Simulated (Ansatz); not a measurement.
System: Cu.

Input file:

```
crystal:
  lattice:
    - [2.455742289, 0.0, 0.0]
    - [0.0, 2.455742289, 0.0]
    - [0.0, 0.0, 2.455742289]
  atoms:
    - { symbol: Cu, position: [0.0, 0.0, 0.0] }
hamiltonian:
  xc: blyp
  pseudopotentials:
    kind: paw
    azcp:
      Cu: "pseudopotentials/Cu.paw.azcp"
basis:
  ecutwfc: 420
  fft_grid_basis: typed
kpoints:
  mp_grid: { grid: [14, 14, 14], shift: [0, 0, 0] }
magnetization:
  spin_polarized: false
scf:
  occupations: { method: fermi_dirac, width: 0.1 }
  lower_state_search: "off"
output:
  stress: true
  write_density: true
  write_potential: true
  elf: true
  volumetric_format: npy
```

Below, planes, directions and counts refer to the conventional cell (a = 2.46 Å, b = 2.46 Å, c = 2.46 Å, α = 90.00°, β = 90.00°, γ = 90.00°).

Space group Pm-3m; set up as Cu, simple cubic; a generated structure, not necessarily the stable one; changed on purpose from its base cell (volume × 1.0); computed without spin polarisation.

Theory: DFT, BLYP, plane waves (420 eV) with PAW, scalar-relativistic in Ansatz.

### What can the converged valence pseudo-density and electron localisation function tell about the bonding?

Cu–Cu (2.46 Å): ρ is about 0.3 e/Å³ halfway; the ELF is about 0.20 at the midpoint (no shared electron pair shows on this line).

### Does the calculation make it a metal, or give it a gap?

It is metallic or semimetallic at this level of theory: no gap opens.

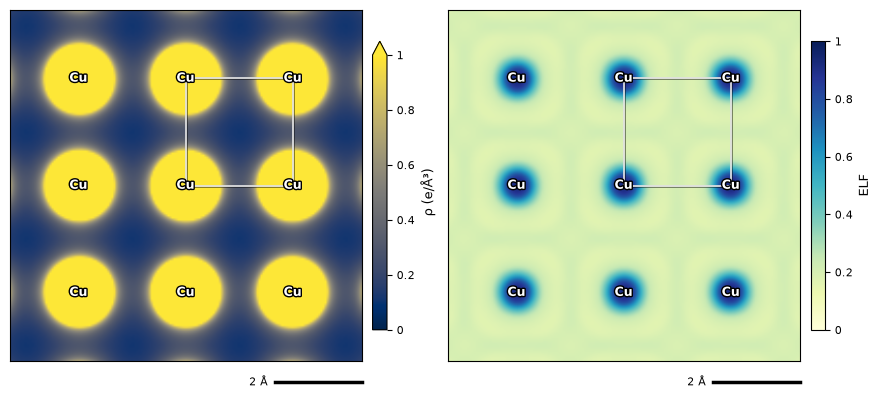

Computed valence pseudo-density and electron localisation function on the (001) plane of the conventional cell, in this order. 
